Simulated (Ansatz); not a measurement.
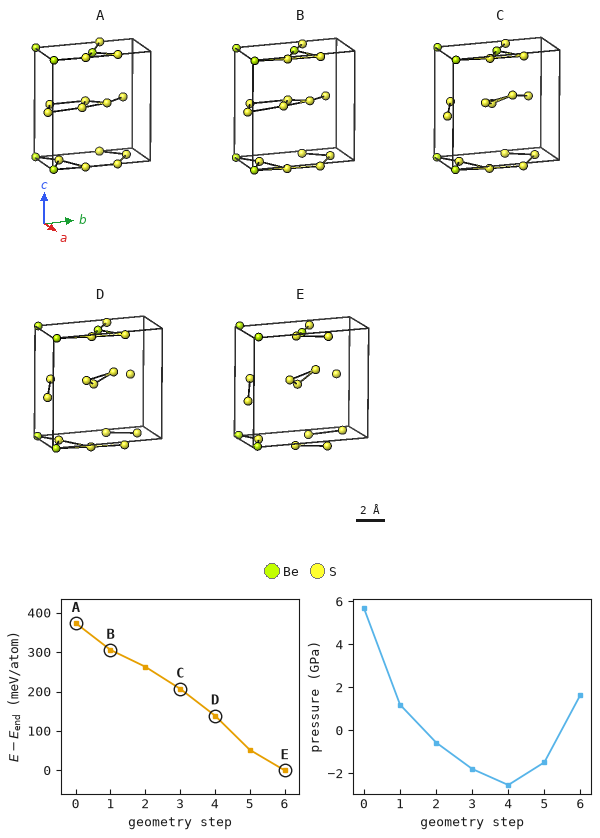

Frames of a relaxation of solid BeS$_{5}$ (a generated structure, set up in P1) (coarse preliminary run), marked on the history of the run. Style: ball-and-stick. Shown: the cell of the calculation, slightly off an axis.

Computed with Ansatz 0.2.0, DFT PBE, scalar-relativistic, plane waves, PAW. Settings: plane-wave cutoff 420 eV; k-point mesh 6 × 4 × 4; occupations gaussian; smearing width 0.2 eV; no spin polarisation; cell and atoms relaxed; force threshold 0.025 eV/Å; at most 60 steps.

What happens along the run?

Answer. The run was cut off at its time limit before the relaxation converged, so the last structure is only a point on the way. The largest move relative to the cell is that of an S atom, 0.88 Å roughly along [0 −1 3]. By element the largest moves are S 0.88 Å, Be 0.30 Å. The drawn cell changes as follows: a 4.267 → 3.978 Å (−6.8 %), b 7.460 → 8.634 Å (+15.7 %), c 8.177 → 8.186 Å (+0.1 %), α 88.8° → 88.4°, β 89.5° → 88.9°, γ 89.6° → 85.5°; the volume changes by +7.7 %. Among the contacts that change: S–S 2.868 → 3.863 Å, Be–S 2.583 → 3.501 Å, S–S 2.679 → 3.554 Å, S–S 2.574 → 3.392 Å. Bond angles that change, for instance: S–S–S 125.0° → 168.1°, S–S–S 123.0° → 159.7°, Be–S–S 63.7° → 99.9°. The space group stays P1 (No. 1). Over 6 geometry steps the energy falls by 374 meV per atom. Largest force component: 2.9 eV/Å at the start, 3.2 eV/Å at the end. Pressure: 5.68 GPa at the start and 1.66 GPa at the end. From step 0 to 1: an S atom moves most (0.19 Å), volume +4.4 %, energy −68.1 meV per atom. From step 1 to 3: an S atom moves most (0.39 Å), volume +3.1 %, energy −98.7 meV per atom. From step 3 to 4: an S atom moves most (0.20 Å), volume +0.4 %, energy −68.0 meV per atom. From step 4 to 6: an S atom moves most (0.37 Å), volume −0.3 %, energy −139 meV per atom.
